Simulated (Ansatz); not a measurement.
Input file:

```
crystal:
  lattice:
    - [5.707086311, 0.0, 0.0]
    - [-2.8535431555, 4.9424817269, 0.0]
    - [0.0, 0.0, 34.2605578988]
  atoms:
    - { symbol: Al, position: [0.1666666667, 0.3333333333, 0.1167523311] }
    - { symbol: Al, position: [0.1666666667, 0.8333333333, 0.1167523311] }
    - { symbol: Al, position: [0.6666666667, 0.3333333333, 0.1167523311] }
    - { symbol: Al, position: [0.6666666667, 0.8333333333, 0.1167523311] }
    - { symbol: Al, position: [0.0, 0.0, 0.1852090285] }
    - { symbol: Al, position: [0.0, 0.5, 0.1852090285] }
    - { symbol: Al, position: [0.5, 0.0, 0.1852090285] }
    - { symbol: Al, position: [0.5, 0.5, 0.1852090285] }
    - { symbol: Al, position: [0.3333333333, 0.1666666667, 0.2536657259] }
    - { symbol: Al, position: [0.3333333333, 0.6666666667, 0.2536657259] }
    - { symbol: Al, position: [0.8333333333, 0.1666666667, 0.2536657259] }
    - { symbol: Al, position: [0.8333333333, 0.6666666667, 0.2536657259] }
    - { symbol: Al, position: [0.0, 0.0, 0.3221224232] }
    - { symbol: Al, position: [0.0, 0.5, 0.3221224232] }
    - { symbol: Al, position: [0.5, 0.0, 0.3221224232] }
    - { symbol: Al, position: [0.5, 0.5, 0.3221224232] }
    - { symbol: Al, position: [0.1666666667, 0.3333333333, 0.3899858447] }
    - { symbol: Al, position: [0.1666666667, 0.8333333333, 0.3899858447] }
    - { symbol: Al, position: [0.6666666667, 0.3333333333, 0.3899858447] }
    - { symbol: Al, position: [0.6666666667, 0.8333333333, 0.3899858447] }
    - { symbol: Al, position: [0.0, 0.0, 0.4578168596] }
    - { symbol: Al, position: [0.0, 0.5, 0.4578168596] }
    - { symbol: Al, position: [0.5, 0.0, 0.4578168596] }
    - { symbol: Al, position: [0.5, 0.5, 0.4578168596] }
    - { symbol: Al, position: [0.3333333333, 0.1666666667, 0.526832505] }
    - { symbol: Al, position: [0.3333333333, 0.6666666667, 0.526832505] }
    - { symbol: Al, position: [0.8333333333, 0.1666666667, 0.526832505] }
    - { symbol: Al, position: [0.8333333333, 0.6666666667, 0.526832505] }
    - { symbol: Al, position: [0.0, 0.0, 0.5950901744] }
    - { symbol: Al, position: [0.0, 0.5, 0.5950901744] }
    - { symbol: Al, position: [0.5, 0.0, 0.5950901744] }
    - { symbol: Al, position: [0.5, 0.5, 0.5950901744] }
    - { symbol: Al, position: [0.1666666667, 0.3333333333, 0.664337048] }
    - { symbol: Al, position: [0.1666666667, 0.8333333333, 0.664337048] }
    - { symbol: Al, position: [0.6666666667, 0.3333333333, 0.664337048] }
    - { symbol: Al, position: [0.6666666667, 0.8333333333, 0.664337048] }
basis:
  ecutwfc: 420
kpoints:
  mp_grid: { grid: [6, 6, 1] }
hamiltonian:
  xc: pbe
  pseudopotentials: { kind: paw, azcp: { folder: soft_1 } }
scf:
  occupations: { method: gaussian, width: 0.1 }
output:
  forces: true
  eigenvalues: true
  write_density: true
  write_potential: true
  elf: true
  volumetric_format: npy
efield:
  axis: 3
  dipole_correction: true
  ramp_width: 0.04
```

Command:

```sh
ansatz run input.yaml --threads 4 --pin off --max-ram 12288MiB --backend cpu --events-out ev --progress --plain --runs-dir out
```

PAW files of the earlier set (soft_1).

All numbers below come from DFT PBE, scalar-relativistic, plane waves, PAW (Ansatz).

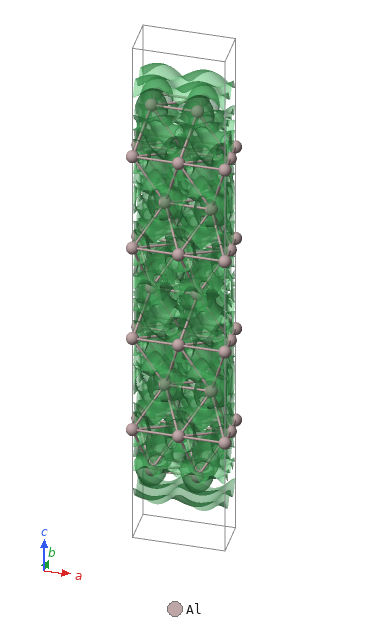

Al (slab). Isosurface of the ELF at 0.55 (green), seen at an oblique angle. Core shells and regions of very low density are left out. Sticks mark near contacts.

Question: Describe the localisation domains.

Answer: The surface consists of sheets that run through the cell in two directions, counted in one cell of 36 atoms. Counts are for one cell; the picture repeats the cell along the surface. There are no localised bonds or lone pairs at this value.

Values along the shortest contacts:
Al–Al (2.85 Å): the ELF peaks at about 0.65 between the atoms.

Question: Does the calculation make it a metal, or give it a gap?

Answer: It is metallic or semimetallic at this level of theory: no gap opens.
